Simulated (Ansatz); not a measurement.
# A thicker film of NaCl (110) from two thinner ones

In a field along its normal an insulating film takes a dipole p. Written as a length, p/(ε₀AE), it should grow by 1 − 1/ε for each ångström added.

How it was computed: Ansatz 0.2.0, plane waves with PAW datasets (its set soft_2), PBE; rocksalt films relaxed at a bulk in-plane lattice constant near the measured one, then held in weak fields of both signs with a dipole correction (A is the cell's area, E the outer field).

| run | distance between the outer atoms (Å) | p/(ε₀AE) (Å) |
| --- | --- | --- |
| 5 units | 8.111 | 6.492 |
| 8 units | 14.212 | 10.133 |
| 12 units | 22.321 | ? |

**Question.** What value belongs in the row marked “?”, and how far can the other rows tell?

Two rows fix a line: slope = (10.133 − 6.492) / (14.212 − 8.111) = 0.5968, intercept 1.6513. That slope means ε = 1/(1 − 0.5968) = 2.48. At 22.321 it gives 0.5968 × 22.321 + 1.6513 = 14.972 Å, beyond the rows fitted. Rounding of the rows alone allows about ±0.003 Å there; two rows can't show whether the line holds.

The run itself gives 14.990 Å: a miss of +0.018 Å, or 0.1 % of the value. The length is met to within 1 %, though ε is more sensitive than the length: the two thickest films give ε = 2.49.

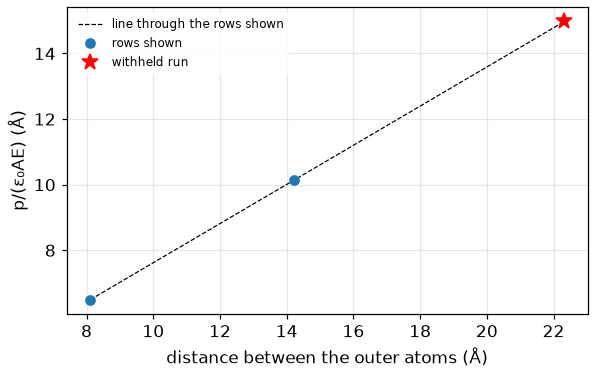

The fit and the withheld run.

Caveats: This is the electronic response alone. A unit is one step of the cut along the normal (a plane, a pair of planes or a cell), and the layers relax along it, away from their bulk spacing where the functional's lattice constant differs from the one held.
